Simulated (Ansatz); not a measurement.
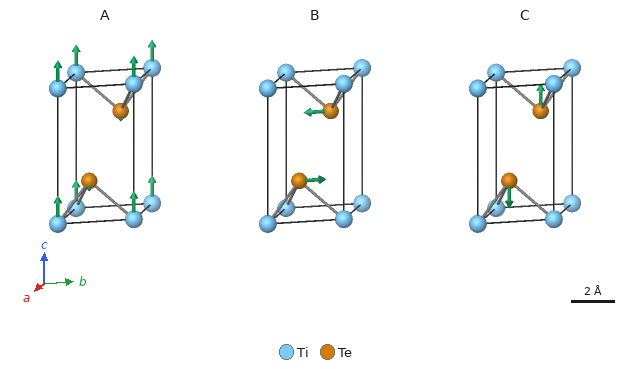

Three optical modes of solid TiTe2 at the zone centre, in no order (one member of each degenerate set). The green arrows give the relative displacements of the atoms. The picture is a ball-and-stick view of the cell of the calculation, seen slightly off an axis.

Theory: DFT PBEsol, scalar-relativistic, plane waves, PAW (Ansatz 0.2.0). Set-up: plane-wave cutoff 420 eV; k-point mesh 12 × 12 × 8; occupations fermi dirac; smearing width 0.15 eV; no spin polarisation.

The frequencies depend somewhat on the k-mesh and the smearing.

Order them from the lowest to the highest frequency (imaginary ones first).

B (100 cm⁻¹), C (144 cm⁻¹), A (277 cm⁻¹). B, E_g: The Ti atoms stay at rest; all motion is along b; atoms of one kind move against one another, with no net shift of their sublattice. C, A₁g: The Ti atoms stay at rest; all motion is along c; atoms of one kind move against one another, with no net shift of their sublattice. A, A₂u: The Ti sublattice moves against the Te sublattice, along c; the kinetic energy is shared as Ti 84 %, Te 16 %. The crystal is metallic in this run.
